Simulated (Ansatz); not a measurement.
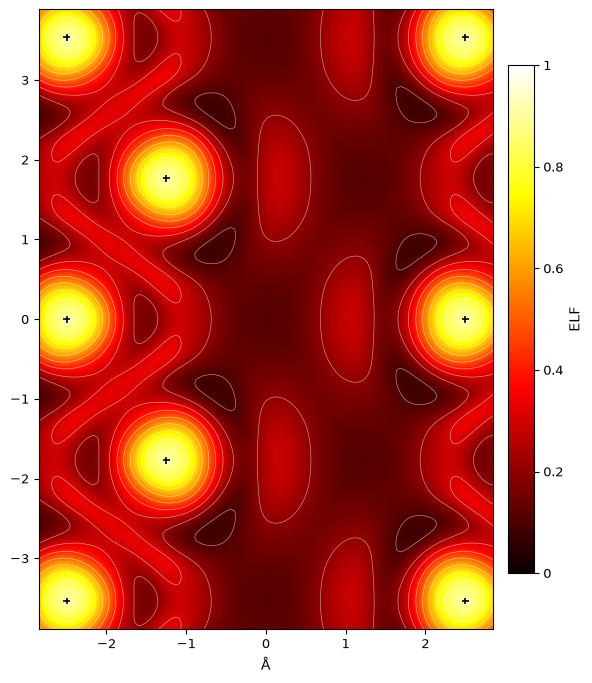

The electron localisation function on a plane through atoms (crosses mark nuclei in the plane).

All numbers below come from DFT, PBE, plane waves (420 eV) with PAW, scalar-relativistic (Ansatz 0.2.0).

Candidates:
A. Fe, a = 5.00 Å, b = 5.00 Å, c = 5.00 Å, α = 90.00°, β = 90.00°, γ = 90.00°. Space group Fd-3m; set up as Fe, diamond; a generated structure, not necessarily the stable one; changed on purpose from its base cell (volume × 1.08); computed pressure about −10 GPa in this cell; the program warned that a starting moment wasn't kept; spin-polarised, but the moments vanished.
B. Co, a = 2.51 Å, b = 2.51 Å, c = 8.18 Å, α = 90.00°, β = 90.00°, γ = 120.00°. Space group P6₃/mmc; set up as Co, dhcp; a generated structure, not necessarily the stable one; changed on purpose from its base cell (volume × 1.08); computed pressure about −16 GPa in this cell; computed without spin polarisation.
C. Se, a = 6.33 Å, b = 6.33 Å, c = 6.33 Å, α = 90.00°, β = 90.00°, γ = 90.00°. Space group Fd-3m; set up as Se, diamond; a generated structure, not necessarily the stable one; changed on purpose from its base cell (volume × 1.0).

Q: Which candidate gave the map?

A: Candidate A: Fe on the (101) plane of the conventional cell, which holds Fe. Fe–Fe (2.17 Å): the ELF is about 0.35 at the midpoint.
